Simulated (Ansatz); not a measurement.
System: Si12HO24 (cell with a defect).

Si12HO24 (cell with a defect), 74 atoms, a = 9.83 Å, b = 9.83 Å, c = 10.82 Å, α = 90.00°, β = 90.00°, γ = 120.00°.

PAW files of the earlier set (soft_1).

The calculation used Ansatz, DFT PBE+D3(BJ), scalar-relativistic, plane waves, PAW.

Predict the valence pseudo-density and electron localisation function between the atoms.

Si–O (1.62 Å): ρ is about 1.2 e/Å³ halfway; the ELF peaks at about 0.85 between the atoms: a polar covalent bond.

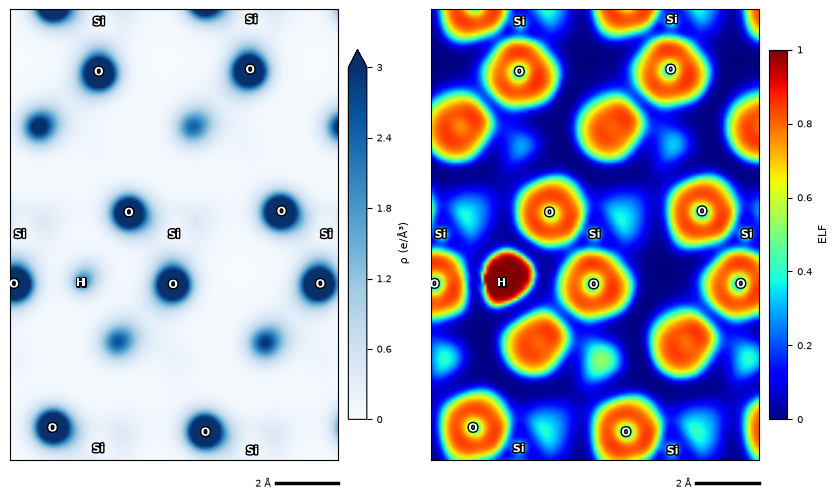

Computed valence pseudo-density and electron localisation function on the (011̄) plane of the calculation cell, in this order. Atoms just off the plane (Si, 0.7 Å away, O, 0.4 Å away and H, 0.5 Å away) can leave unmarked features too.

Core electrons are frozen (PAW), and the valence fields are smoothed inside the atomic spheres.
